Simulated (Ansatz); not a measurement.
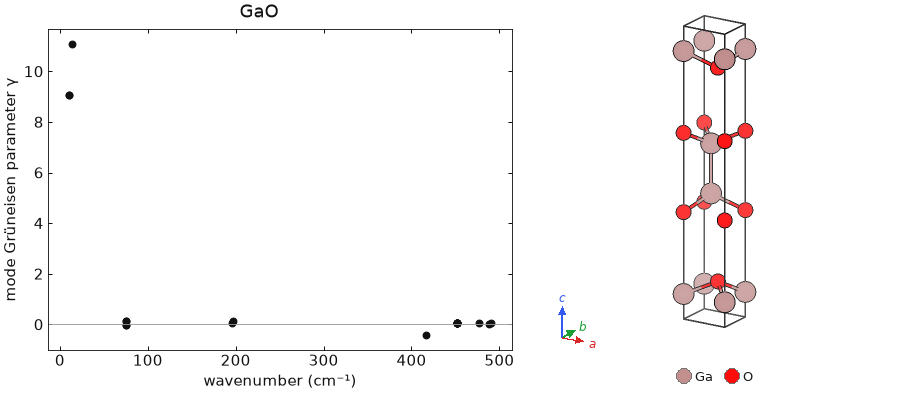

The plot gives the computed mode Grüneisen parameters against frequency for GaO, space group P-6m2 (No. 187) (cell built by us, not taken from a database). The cell is drawn beside the plot.

Starting cell:
```
CELL_PARAMETERS angstrom
3.10081 0.00000 0.00000
-1.55041 2.68538 0.00000
0.00000 0.00000 14.66291
ATOMIC_POSITIONS crystal
Ga 0.33333 0.66667 0.41459
Ga 0.33333 0.66667 0.58541
Ga 0.00000 0.00000 0.08542
Ga 0.00000 0.00000 0.91458
O 0.66667 0.33333 0.13530
O 0.66667 0.33333 0.86470
O 0.00000 0.00000 0.36468
O 0.00000 0.00000 0.63532
```

Computed with Ansatz 0.2.0: mode Grüneisen parameters, minus d ln(frequency) over d ln(volume), from cells at 0.98 and 1.02 times the rest volume with shape and atoms relaxed, modes matched by rank; plane waves with PAW datasets, Γ-centred k mesh. Level: PBE, no spin polarisation.

wave cutoff 420 eV; k mesh 12×12×2; occupations fixed; phonon method linear response; q mesh 1×1×1.

What range do the mode Grüneisen parameters cover, and does any mode soften under pressure?

They run from −0.43 to 11.09; 1 of the 21 modes have negative values and soften under compression.

Caveats: field response not converged on the k mesh; weakly bound, no dispersion correction.
